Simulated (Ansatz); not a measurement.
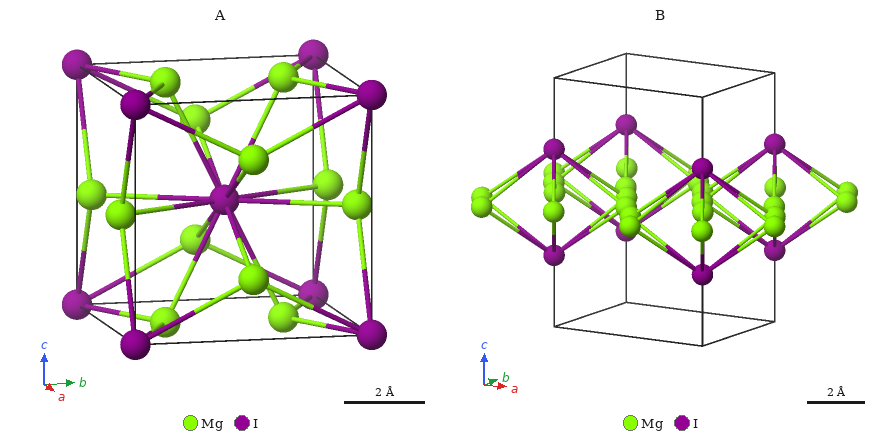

Two structures of Mg3I, each relaxed to rest (conventional cells in solid outline, small ones repeated, not to one scale). Method: DFT PBE, scalar-relativistic, plane waves, PAW in Ansatz 0.2.0, without spin polarisation.

Characterise the two forms.

A: Cr₃Si (A15) type, Pm-3n. B: 8 atoms a cell on a primitive hexagonal lattice, P6/m.

Which has the lower energy, and by how much?

A is lower, by 76 meV/atom at this level of theory (energies at zero smearing). Volumes: A 28.7, B 62.1 Å³/atom.

One or both may be structure types tried for this composition rather than known phases.
